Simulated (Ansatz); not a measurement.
Ta4C3

The calculation's input:

```
crystal:
  lattice:
    - [1.5516367285, 0.8958378829, 10.1645109918]
    - [-1.5516367285, 0.8958378829, 10.1645109918]
    - [0.0, -1.7916757658, 10.1645109918]
  atoms:
    - { symbol: Ta, position: [0.4257283287, 0.3593434255, 0.3350448645] }
    - { symbol: Ta, position: [0.5926904831, 0.6329746456, 0.6477196725] }
    - { symbol: Ta, position: [0.2423221041, 0.2008550837, 0.1856771008] }
    - { symbol: Ta, position: [0.7404855725, 0.8088430786, 0.8338636624] }
    - { symbol: C, position: [0.4963491682, 0.5042666704, 0.5071646773] }
    - { symbol: C, position: [1.0077818064, 0.9928647251, 0.9874046944] }
    - { symbol: C, position: [0.0884030761, 0.0835050045, 0.0817121858] }
basis:
  ecutwfc: 420
kpoints:
  mp_grid: { grid: [12, 12, 12] }
hamiltonian:
  xc: pbesol
scf:
  occupations: { method: gaussian, width: 0.15 }
output:
  forces: true
  stress: true
  eigenvalues: true
  write_density: true
  write_potential: true
  elf: true
  volumetric_format: npy
```

Launched as:

```sh
ansatz run input.yaml --threads 2 --pin off --max-ram 5120MiB --backend cpu --events-out ev --progress --plain --runs-dir out
```

Below, planes, directions and counts refer to the conventional cell (a = 3.10 Å, b = 3.10 Å, c = 10.32 Å, α = 81.35°, β = 81.35°, γ = 60.00°).

Space group P1; a structure from a database of computed crystals, not necessarily the ambient phase; not relaxed (largest force 1.8 eV/Å); computed pressure about 3 GPa in this cell.

The calculation used DFT PBEsol, scalar-relativistic, plane waves, PAW (Ansatz).

### What will maps of the valence pseudo-density and electron localisation function show?

Ta–C (2.15 Å): the density is about 0.68 e/Å³ at the midpoint; the ELF peaks at about 0.80 in the valence shell of C, 0.7 Å from its nucleus, and is about 0.25 at the midpoint.
Ta–C (2.26 Å): ρ at the midpoint is about 0.54 e/Å³; the ELF peaks at about 0.75 in the valence shell of C, 0.7 Å from its nucleus, and is about 0.25 at the midpoint.
The ELF has a maximum of about 0.75 in the space between the atoms, on no atom or two-centre bond.

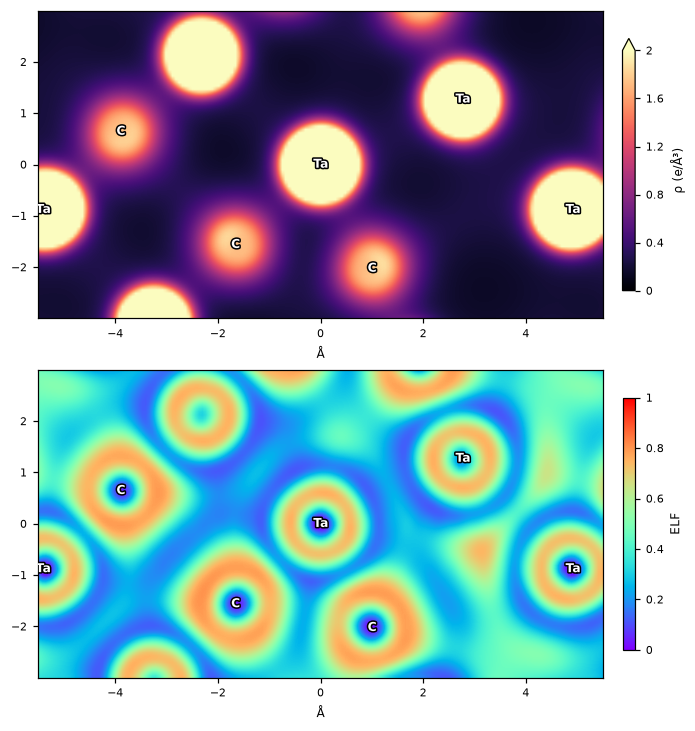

Computed valence pseudo-density and electron localisation function on the (11̄0) plane of the conventional cell, in this order. Atoms just off the plane (Ta, 0.3 Å away) can leave unmarked features too.
